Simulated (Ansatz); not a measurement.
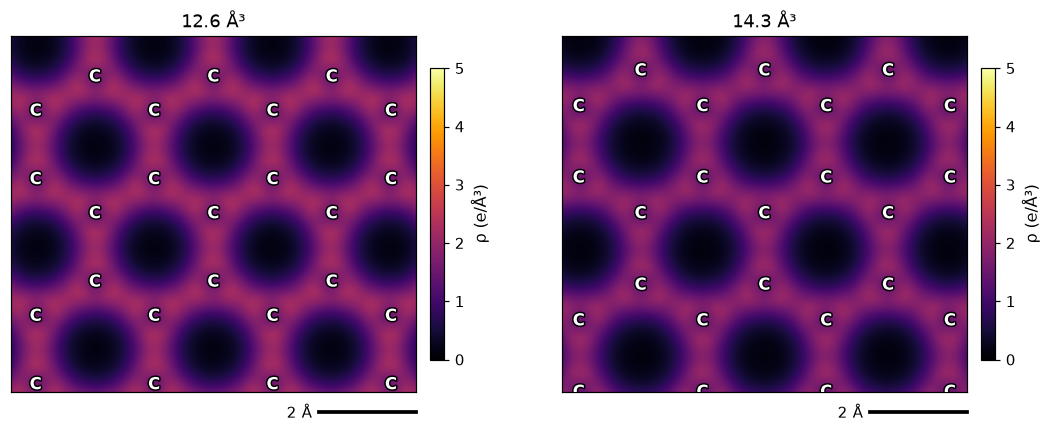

C. The valence electron density of cells scaled evenly to different volumes (given per atom above each panel), on the (001) plane of each (indices in the axes of the cell below), at one length scale and on one colour scale.

A structure from a database of computed crystals, not necessarily the ambient phase; volume per atom at fixed shape 12.5454); PAW files of the earlier set (soft_1).

Method: Ansatz 0.2.0, DFT LDA, scalar-relativistic, plane waves, PAW.

Core electrons are frozen (PAW), and the valence fields are smoothed inside the atomic spheres.

The largest cell:

```
CELL_PARAMETERS angstrom
2.55375 0.00000 0.00000
-1.27688 2.21162 0.00000
0.00000 0.00000 30.38712
ATOMIC_POSITIONS crystal
C 0.66667 0.33333 0.00144
C 0.66667 0.33333 0.50146
C 0.66667 0.33333 0.72985
C 0.66667 0.33333 0.22987
C 0.00000 0.00000 0.61569
C 0.33333 0.66667 0.22985
C 0.00000 0.00000 0.11569
C 0.66667 0.33333 0.61763
C 0.33333 0.66667 0.72987
C 0.33333 0.66667 0.11763
C 0.33333 0.66667 0.50144
C 0.33333 0.66667 0.00146
```

| volume (Å³/atom) | C–C contact in the plane (Å) | ρ at its midpoint (e/Å³) | pressure (GPa) | 
| --- | --- | --- | --- |
| 12.55 | 1.411 | 2.062 | −0.2 | 
| 13.72 | 1.454 | ? | ? | 
| 14.30 | 1.474 | 1.817 | −20.8 | 

Question: What values belong in the row with question marks?

Answer: Over the known rows ln ρ falls by 2.01 per Å of C–C distance (the line through the two), which gives 1.891 e/Å³ at 1.454 Å; the calculation gives 1.891 e/Å³. For the pressure, a straight line in volume between the neighbouring rows gives −14.0 GPa; the calculation gives −15.3, lower because pressure rises ever faster on compression.
